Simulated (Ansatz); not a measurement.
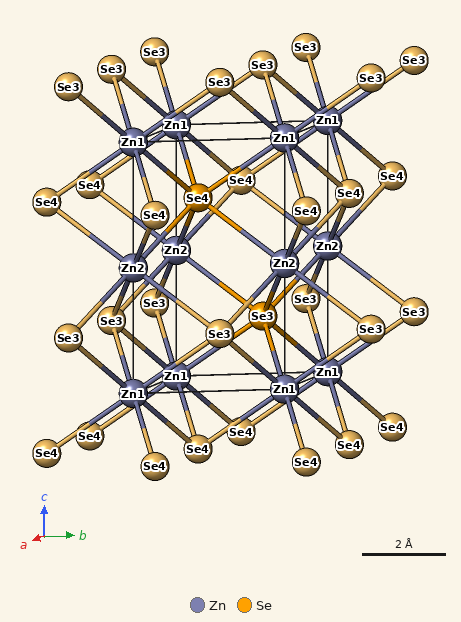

*The structure as given in the input (ball-and-stick view of the cell of the calculation, seen slightly off an axis; neighbours outside the cell are drawn fainter; atoms are numbered from 1 in the order of the input).*

# Wannier-function calculation, with input and output: ZnSe

System: ZnSe (4 atoms in the cell).
Method: maximally localised Wannier functions of PBE bands, plane waves, PAW, no spin polarisation (Ansatz 0.2.0).

The structure was built on a prototype by a generator. The geometry comes from this level: r2SCAN. It belongs to a series of runs on one base structure; here: anion s p. Figures and captions count atoms from 1; the log counts them from 0 in places.

## Input
```yaml
crystal:
  lattice:
    - [3.7796697619, 0.0, 0.0]
    - [-1.889834881, 3.2732900317, 0.0]
    - [0.0, 0.0, 6.1318974053]
  atoms:
    - { symbol: Zn, position: [0.0, 0.0, 0.0] }
    - { symbol: Zn, position: [0.0, 0.0, 0.5] }
    - { symbol: Se, position: [0.3333333333, 0.6666666667, 0.25] }
    - { symbol: Se, position: [0.6666666667, 0.3333333333, 0.75] }
kpoints:
  mp_grid: { grid: [6, 6, 4] }
  band_path:
    path:
      - [[0.0, 0.0, 0.0], [0.5, 2.623923783392e-17, 1.157954173469e-34], [0.3333333333333, 0.3333333333333, 6.773029517344e-35], [0.0, 0.0, 0.0], [-1.368213194896e-52, -3.916595282169e-52, 0.5], [0.5, 2.623923783392e-17, 0.5], [0.3333333333333, 0.3333333333333, 0.5], [-1.368213194896e-52, -3.916595282169e-52, 0.5]]
      - [[0.5, 2.623923783392e-17, 0.5], [0.5, 2.623923783392e-17, 1.157954173469e-34]]
      - [[0.3333333333333, 0.3333333333333, 0.5], [0.3333333333333, 0.3333333333333, 6.773029517344e-35]]
    npoints: 10
hamiltonian:
  xc: pbe
scf:
  occupations: { method: fermi_dirac, width: 0.02 }
  n_extra_bands: 6
output:
  forces: false
  stress: false
  eigenvalues: true
  wannier:
    kmesh: [6, 6, 4]
    projections: [{ species: Se, l: s, shell: 4 }, { species: Se, l: p, shell: 4 }]
    minimise: true
    write_hr: true
    conv_tol: 1.0e-08
    max_iter: 3000
  write_density: true
  write_potential: true
  elf: true
  volumetric_format: npy
```

## File wannier.win
```
! ansatz wannier90 interface
! projections by site (counted from 0) and shell: 2 4S, 3 4S, 2 4P, 3 4P
! states of the run's bands (counted from 1): 11-12, 23-28
! their least projectability: 0.5504
num_bands = 8
num_wann  = 8
num_iter  = 2000
conv_tol = 1e-8
conv_window = 5
guiding_centres = true
write_hr = true

begin unit_cell_cart
Ang
        3.779669761887714   2.8867582428855995e-11                      0.0
      -1.8898348809688568        3.273290031696207                      0.0
                      0.0                      0.0             6.1318974053
end unit_cell_cart

begin atoms_frac
Zn                       0.0                      0.0                      0.0
Zn                       0.0                      0.0                      0.5
Se        0.3333333333333333       0.6666666666666667                     0.25
Se        0.6666666666666667       0.3333333333333333                     0.75
end atoms_frac

mp_grid = 6 6 4
```

Run on 4 threads of AMD EPYC (Zen 3), 189 GiB of memory available, shared host.

Command:
```bash
ansatz run input.yaml --threads 4 --pin off --max-ram 3686MiB --backend cpu --events-out ev --progress --plain --runs-dir out
```

## Log
```
scf.n_extra_bands = 6 over 28 filled bands (N_el = 56.0): the run solves 34 bands
Engine: ansatz 0.2.0, x86_64-unknown-linux-gnu
Pseudopotentials: kind: paw
Pseudopotential: Zn, paw, valence charge 12, recommended cutoff 420 eV (normal), Zn.paw.azcp
Pseudopotential: Se, paw, valence charge 16, recommended cutoff 420 eV (normal), Se.paw.azcp
Functional definition: PBE
  parameter kappa = 0.804
  parameter beta = 0.06672455060314922
  exchange = pbe_x(kappa = kappa, mu = beta*pi^2/3)
  correlation = pbe_c(beta = beta)
Crystal: 4 atoms, lattice volume = 75.864 Å³
Basis set: ecut = 420 eV, 1473 PW (Γ)
Bands: 34, of which v1, the nominal top of the filled ones, is band 28 counted from 1 (27 counted from 0)
Symmetry: 24 space group operations
Space group: P63/mmc (ITA 194), of the structure as read, at distance tolerance 4.2e-5 Å
k-points: 21 of 144
Non-local potential: Zn, projectors of the file, l = 0: 2, l = 1: 2, l = 2: 3, l = 3: 1
Non-local potential: Se, projectors of the file, l = 0: 2, l = 1: 2, l = 2: 3, l = 3: 1
PAW form: soft (Blöchl's): semilocal exchange-correlation on the pseudo side does not see the compensation charge
PAW one-centre angular grid: Zn, 590 points (default); XC on 64 Gauss nodes
PAW one-centre angular grid: Se, 590 points (default); XC on 64 Gauss nodes
Initial density: superposition of atomic densities (neutral atoms: chi_scale 0, normalization atom), corrected by the library's trained network
Initial wavefunctions: pseudopotential atomic-orbital guess
Functional: x = pbe(κ = 0.804, μ = 0.2195149727645171), c = pbe(β = 0.06672455060314922)
SCF iter   1: F=—  HF=-17577.769797 eV  |F-HF|=—  |Δ(HF+E_count)|=         —  Δρ=1.91e-3  dr2=3.68e-3  ethr=1.77e-3  ⟨swp⟩=6.5  Hψ=3074  notcnv=0
preconditioner: auto → LDOS  [insulator: Δε(μ)=0.495 eV  Ē_g=11.076 eV  σ=0.020 eV  W_gap=0.68  n_scr=22 (ndim 8)  ℏωp=25.6 eV  f_vac=0.013  D(μ)=0.96/eV (n_scr^D=2)  ε∞_Penn≈6.3  β→1.0]
SCF iter   2: F=—  HF=-17577.769043 eV  |F-HF|=—  |Δ(HF+E_count)|=   7.54e-4  Δρ=8.43e-4  dr2=8.05e-4  ethr=6.57e-6  ⟨swp⟩=2.0  Hψ=1399  notcnv=0  defer=34
SCF iter   3: F=—  HF=-17577.768711 eV  |F-HF|=—  |Δ(HF+E_count)|=   3.31e-4  Δρ=1.68e-4  dr2=1.68e-5  ethr=1.44e-6  ⟨swp⟩=2.0  Hψ=1359  notcnv=0  defer=34
SCF iter   4: F=—  HF=-17577.768696 eV  |F-HF|=—  |Δ(HF+E_count)|=   1.52e-5  Δρ=6.65e-5  dr2=1.80e-6  ethr=3.00e-8  ⟨swp⟩=2.0  Hψ=1269  notcnv=0  defer=34
SCF iter   5: F=—  HF=-17577.768696 eV  |F-HF|=—  |Δ(HF+E_count)|=   1.33e-7  Δρ=2.46e-5  dr2=2.21e-7  ethr=3.22e-9  ⟨swp⟩=2.0  Hψ=1017  notcnv=0  defer=34
SCF iter   6: F=-17577.768696 eV  HF=-17577.768696 eV  |F-HF|=4.38e-9  |Δ(HF+E_count)|=   2.57e-8  Δρ=6.51e-6  dr2=1.40e-8  ethr=1.79e-10  ⟨swp⟩=6.4  Hψ=2516  notcnv=0
SCF 1 converged in 6 iterations: F = -17577.768696 eV  dr2 = 1.40e-8
  greatest PAW one-centre occupation: 1.000 electrons in one spin orbital (limit 2), on the Se atom at site 3 (counted from 0), in its partial waves of l = 2
```

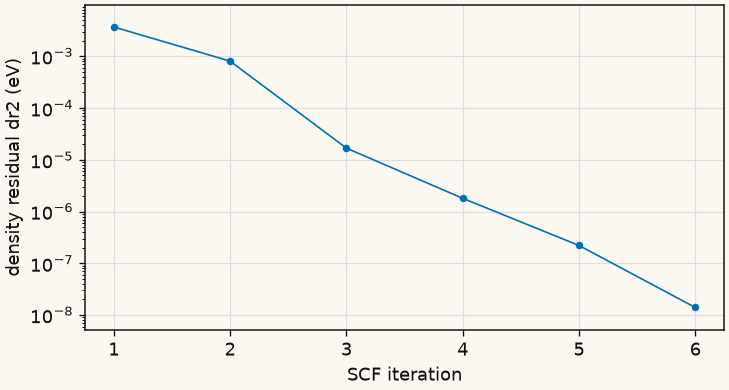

*Convergence of the self-consistent field: density residual dr2 against the SCF iteration.*

The residual falls at every step.

```
NSCF: frozen V_eff on 93 k-points
NSCF: frozen V_eff on 25 k-points
the Wannier pass solved 25 of the 144 points of its mesh, and has the states at the others by symmetry: states obtained by the crystal's operations at points that were solved too leave a residual of 2.71e-13 eV (read by the count's bands and the next), within 5.56e-6 eV
SCF converged after 6 iterations
Free energy (F): -17577.768696 eV
Harris-Foulkes:  -17577.768696 eV  (|F-HF|=4.38e-9)
Internal energy: -17577.767545 eV  (E = F + TS)
E sigma→0 (E₀):  -17577.768121 eV
Entropy (-TS):   -0.001151 eV (-0.288 meV/atom)
Fermi energy:    9.542039 eV
--- Per-component energies (eV) ---
  E_band       = -626.670622
  E_kinetic    = 500.170291
  E_local      = -7688.886800  (includes V_loc(G=0)·N_el)
  E_nonlocal   = 41.063733
  E_hartree    = 3592.367844
  E_xc         = -482.220875
  E_vxc        = -299.725270  (∫ρ·V_xc dr)
  E_paw        = -7483.063713  (= ΣΔE_a)
  E_vpaw       = -364.019416  (= ΣTr[D̂ρ^β])
  E_aug_tail   = -0.001954  (compensation charges beyond the density's cutoff)
  E_ewald      = -6057.196069
  E_smearing   = -0.001151  (= −TS)
  E_closure    = -0.000000  (closes the sum)
  Σ components = -17577.768696   (vs F -17577.768696, Δ=0.00e0)
--- Band table (eV; the first three rows and the last of 21) ---
  k-point 0: bands = ["-37.5697", "-37.5697", "-37.5691", "-37.5691", "-37.5688", "-37.5686", "-37.5639", "-37.5639", "-37.5639", "-37.5639", "-4.4485", "-3.0097", "2.3304", "2.5523", "2.5523", "2.6221", "2.8442", "2.8442", "2.8547", "2.8547", "3.0066", "3.0066", "3.9927", "8.8759", "8.8759", "9.1005", "9.3516", "9.3516", "9.9988", "12.4975", "15.5754", "15.5754", "16.9832", "17.1582"]
  k-point 1: bands = ["-37.5696", "-37.5696", "-37.5692", "-37.5692", "-37.5688", "-37.5686", "-37.5639", "-37.5639", "-37.5639", "-37.5639", "-4.2871", "-3.2929", "2.5707", "2.5981", "2.5981", "2.6639", "2.8162", "2.8162", "2.8623", "2.8623", "2.9724", "2.9724", "4.3113", "7.4422", "8.9670", "8.9670", "9.3038", "9.3038", "11.3579", "12.5512", "15.4912", "15.4912", "16.3182", "16.3182"]
  k-point 2: bands = ["-37.5694", "-37.5694", "-37.5694", "-37.5694", "-37.5687", "-37.5687", "-37.5639", "-37.5639", "-37.5639", "-37.5639", "-3.8456", "-3.8456", "2.7098", "2.7098", "2.7098", "2.7098", "2.7220", "2.7220", "2.9102", "2.9102", "2.9102", "2.9102", "5.5532", "5.5532", "9.1572", "9.1572", "9.1572", "9.1572", "12.3609", "12.3609", "15.6160", "15.6160", "15.6160", "15.6160"]
  k-point 20: bands = ["-37.5696", "-37.5696", "-37.5695", "-37.5695", "-37.5682", "-37.5682", "-37.5635", "-37.5635", "-37.5634", "-37.5634", "-2.8006", "-2.8006", "2.5949", "2.5949", "2.7815", "2.7815", "2.8124", "2.8124", "2.9276", "2.9276", "3.1511", "3.1511", "4.2785", "4.2785", "5.3264", "5.3264", "9.1285", "9.1285", "12.5397", "12.5397", "13.4523", "13.4523", "17.0136", "17.0136"]
Wannier search: line search 1 of at most 3000: gauge-dependent spread (as the search counts it) 4.1233218 Å², largest recent change 7.8e-1 Å² and fall left 6.4e-3 Å² against conv_tol 1.0e-8 Å², 0 stops escaped
```

## File rho_z.tsv
```
# z_ang	rho[e/angstrom^3]
# format = ansatz-planar-average/11
# lattice	3.779669762	0.000000000	0.000000000
# lattice	-1.889834881	3.273290032	0.000000000
# lattice	0.000000000	0.000000000	6.131897405
# sites	4
# site	30	0.000000000	0.000000000	0.000000000
# site	30	0.000000000	0.000000000	3.065948703
# site	34	-0.000000000	2.182193354	1.532974351
# site	34	1.889834881	1.091096677	4.598923054
0.000000	1.334043e0
0.136264	1.141310e0
0.272529	7.557218e-1
0.408793	4.620044e-1
0.545058	3.280797e-1
0.681322	2.909194e-1
0.817586	3.063901e-1
0.953851	3.830116e-1
1.090115	5.635256e-1
1.226379	8.948515e-1
1.362644	1.320576e0
1.498908	1.596896e0
1.635173	1.496606e0
1.771437	1.107345e0
1.907701	7.096283e-1
2.043966	4.566783e-1
2.180230	3.350309e-1
2.316495	2.925522e-1
2.452759	3.015243e-1
2.589023	3.782379e-1
2.725288	5.877337e-1
2.861552	9.511788e-1
2.997817	1.281942e0
3.134081	1.281942e0
3.270345	9.511788e-1
3.406610	5.877337e-1
3.542874	3.782379e-1
3.679138	3.015243e-1
3.815403	2.925522e-1
3.951667	3.350309e-1
4.087932	4.566783e-1
4.224196	7.096283e-1
4.360460	1.107345e0
4.496725	1.496606e0
4.632989	1.596896e0
4.769254	1.320576e0
4.905518	8.948515e-1
5.041782	5.635256e-1
5.178047	3.830116e-1
5.314311	3.063901e-1
5.450575	2.909194e-1
5.586840	3.280797e-1
5.723104	4.620044e-1
5.859369	7.557218e-1
5.995633	1.141310e0
```

## File v_z.tsv
```
# z_ang	v_es[eV]	v_tot[eV]
# format = ansatz-planar-average/11
# xc	pbe
# density_cutoff_ev	1680
# datasets	Zn=:simpson_from_first_knot:soft	Se=:simpson_from_first_knot:soft
# lattice	3.779669762	0.000000000	0.000000000
# lattice	-1.889834881	3.273290032	0.000000000
# lattice	0.000000000	0.000000000	6.131897405
# sites	4
# site	30	0.000000000	0.000000000	0.000000000
# site	30	0.000000000	0.000000000	3.065948703
# site	34	-0.000000000	2.182193354	1.532974351
# site	34	1.889834881	1.091096677	4.598923054
0.000000	4.151215e0	-6.588543e0
0.136264	4.341769e0	-6.347204e0
0.272529	4.871830e0	-5.664161e0
0.408793	5.615803e0	-4.692095e0
0.545058	6.301155e0	-3.762210e0
0.681322	6.649704e0	-3.273430e0
0.817586	6.769385e0	-3.200966e0
0.953851	6.821371e0	-3.328367e0
1.090115	6.798687e0	-3.616645e0
1.226379	6.819478e0	-3.903374e0
1.362644	6.871950e0	-4.097334e0
1.498908	6.896996e0	-4.185089e0
1.635173	6.888439e0	-4.155809e0
1.771437	6.847679e0	-4.012243e0
1.907701	6.799263e0	-3.770466e0
2.043966	6.813177e0	-3.459696e0
2.180230	6.805951e0	-3.242090e0
2.316495	6.720870e0	-3.203966e0
2.452759	6.520818e0	-3.450635e0
2.589023	5.988668e0	-4.193093e0
2.725288	5.229772e0	-5.198777e0
2.861552	4.569907e0	-6.054533e0
2.997817	4.199566e0	-6.527683e0
3.134081	4.199566e0	-6.527683e0
3.270345	4.569907e0	-6.054533e0
3.406610	5.229772e0	-5.198777e0
3.542874	5.988668e0	-4.193093e0
3.679138	6.520818e0	-3.450635e0
3.815403	6.720870e0	-3.203966e0
3.951667	6.805951e0	-3.242090e0
4.087932	6.813177e0	-3.459696e0
4.224196	6.799263e0	-3.770466e0
4.360460	6.847679e0	-4.012243e0
4.496725	6.888439e0	-4.155809e0
4.632989	6.896996e0	-4.185089e0
4.769254	6.871950e0	-4.097334e0
4.905518	6.819478e0	-3.903374e0
5.041782	6.798687e0	-3.616645e0
5.178047	6.821371e0	-3.328367e0
5.314311	6.769385e0	-3.200966e0
5.450575	6.649704e0	-3.273430e0
5.586840	6.301155e0	-3.762210e0
5.723104	5.615803e0	-4.692095e0
5.859369	4.871830e0	-5.664161e0
5.995633	4.341769e0	-6.347204e0
```

## File wannier.spreads.toml
```
omega_i_ang2 = 21.25932257359699
omega_d_ang2 = 0.07158409656036482
omega_od_ang2 = 1.999017925061773
omega_total_ang2 = 23.329924595219126
least_projectability = 0.550406338332529
b_vectors_match_mmn = true
n_iter = 35
converged = true
rejected_fitted_steps = 1

[[wannier]]
r = [1.3542154308326069, 0.7818568420694194, 4.465191229617375]
spread = 2.7272484304060782

[[wannier]]
r = [1.889834710465778, 1.7095765621561296, 4.4651910336589635]
spread = 2.7272484694827064

[[wannier]]
r = [-0.00000006021253233159587, 1.563713513338189, 1.6667064702546135]
spread = 2.7272485528347747

[[wannier]]
r = [0.5356188815043235, 2.4914329614083446, 1.6667074988019663]
spread = 2.727249112685815

[[wannier]]
r = [-0.5356189557773294, 2.491433055903315, 1.66670722356812]
spread = 2.727249121999993

[[wannier]]
r = [2.425453242589131, 0.7818572432462196, 4.465188775227575]
spread = 2.7272498110360353

[[wannier]]
r = [1.889836104574588, 1.091096079265608, 5.010551292189511]
spread = 3.4832155177036057

[[wannier]]
r = [0.00000012543028235525837, 2.1821938722843455, 1.1213461019462405]
spread = 3.483215579069946

[[curvature_check]]
after_line_search = 12
omega_tilde_before_ang2 = 3.20285866085318
krylov_steps = 45
lowest_ritz_value_ang2 = -2.1011348492087345
residual_ang2 = 2.2612311929248087e-17
settled = true
first_negative_step = 3
curvature_along_ang2 = -1.2635084416282667
angle_rad = 0.8477765155378334
omega_tilde_after_ang2 = 2.8616108786419217
outcome = "escaped"

[[curvature_check]]
after_line_search = 35
omega_tilde_before_ang2 = 2.070602021622138
krylov_steps = 40
lowest_ritz_value_ang2 = 0.36967258502147393
residual_ang2 = 3.093706662093922e-9
settled = true
outcome = "no-negative-curvature"
```

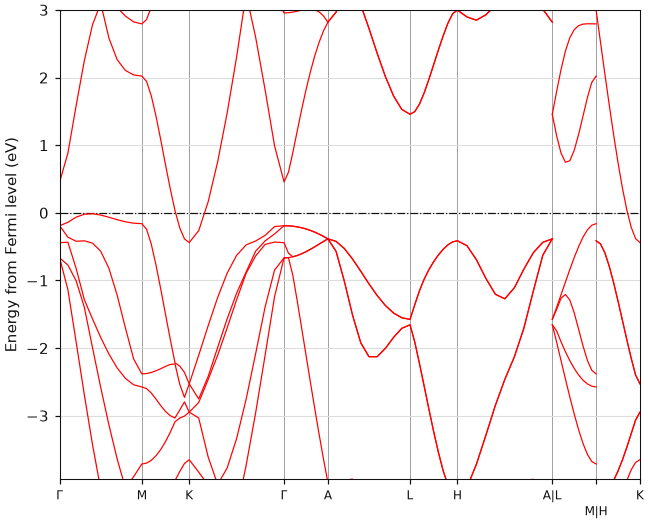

*Band structure along Γ–M–K–Γ–A–L–H–A|L–M|H–K, with energies from the Fermi level.*

Bands cross the Fermi level: a metal at this level of theory.

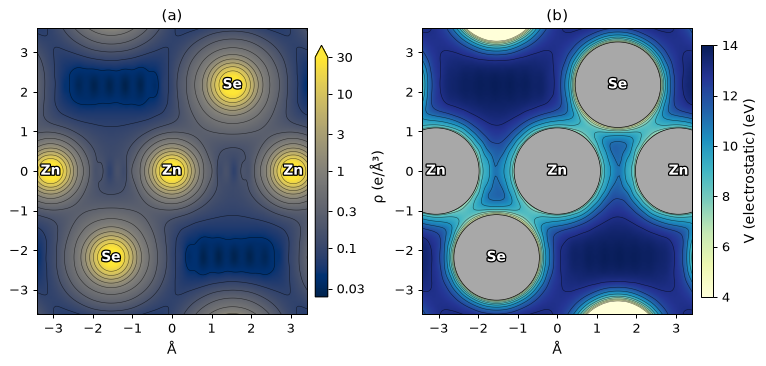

*(a) valence electron density; (b) electrostatic potential (local pseudopotential plus Hartree) felt by an electron on the (110) plane of the conventional cell. Grey discs, where drawn, cover atomic cores.*

The section cuts through Zn and Se sites. Zn–Se (2.67 Å): ρ is about 0.31 e/Å³ halfway. Away from the nuclei the density in this plane falls to 0.02 e/Å³ at its lowest. Outside the cores the potential energy rises away from the atoms and is highest about 2.2 Å from the nearest atoms; outside the discs it spans about 9 eV, and its zero is arbitrary. The fields are those of the smooth PAW valence density.

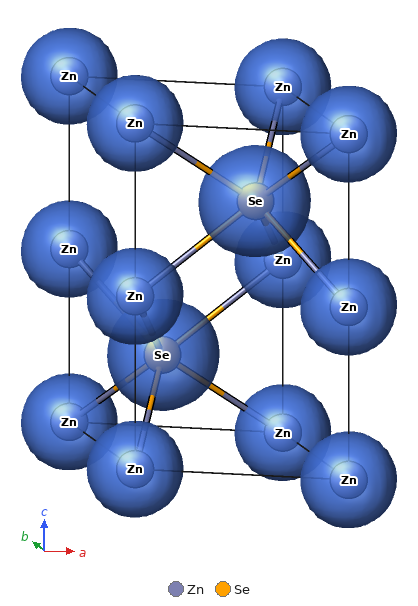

*Isosurface of the valence charge density (pseudo) at 0.6 e/Å³ (blue), seen slightly off an axis. Sticks mark near contacts. The outline is the cell set on symmetry axes.*

At this value the density breaks into separate islands; it holds about 75 % of the electrons treated as valence. It is pinched off along the Zn–Se (2.67 Å) contacts. On the grid the lowest density along these lines, outside the cores, is 0.28 e/Å³ (Zn–Se, 2.67 Å).

## Key numbers

```json
{"quantity": "outcome", "value": "converged"}
{"quantity": "space group (tolerance 0.01 Å)", "value": "P6₃/mmc (194)"}
{"quantity": "electrons treated", "value": "56"}
{"quantity": "free energy", "value": "−17577.7687 eV"}
{"quantity": "total spread of the Wannier functions", "value": "23.330 Å²"}
{"quantity": "Fermi energy", "value": "9.542 eV"}
{"quantity": "band gap", "value": "none (metallic)"}
{"quantity": "wall time", "value": "14 s (CPU time 30 s)"}
{"quantity": "peak memory", "value": "0.46 GiB"}
```
